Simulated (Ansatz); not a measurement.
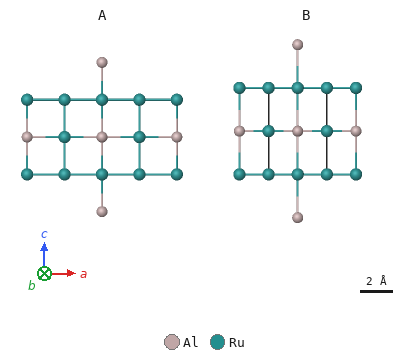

Two geometries of crystalline Al$_{2}$Ru$_{3}$ (a generated structure, set up in Pmmm) (coarse preliminary run), drawn at one scale. One is the start of a relaxation, the other its converged end. A ball-and-stick model of the cell of the calculation, seen along the b axis.

Computed with DFT PBE, scalar-relativistic, plane waves, PAW in Ansatz 0.2.0. Settings: plane-wave cutoff 420 eV; k-point mesh 6 × 4 × 4; occupations gaussian; smearing width 0.1 eV; no spin polarisation; cell and atoms relaxed; force threshold 0.04 eV/Å; at most 70 steps.

Question: Which geometry has the lower energy?

Answer: Structure A is the relaxed one. No atom moves by more than 0.005 Å relative to the cell. The volume changes by +17.6 %, with a 3.736 → 4.796 Å (+28.4 %), b 4.596 → 4.876 Å (+6.1 %), c 5.541 → 4.782 Å (−13.7 %). Near-neighbour distances that change, for instance: Ru–Ru 1.868 → 2.398 Å, Al–Ru 1.868 → 2.398 Å, Ru–Ru 2.770 → 2.391 Å, Al–Ru 2.770 → 2.391 Å. The space group stays Pmmm (No. 47). The energy falls by 1965 meV per atom in 8 accepted moves (11 points after the start). All forces vanish by symmetry, so only the cell relaxes. Pressure: 59.56 GPa at the start and 0.00 GPa at the end. The line search rejected the trial step at point 6 of the run. At 2 points the geometry stayed and the basis and grid were re-selected for the new cell (energy shift of 46.9 meV per atom at most each time). The run took 93 s on 1 thread of Arm Neoverse V1 (shared host), peak memory 0.41 GiB.
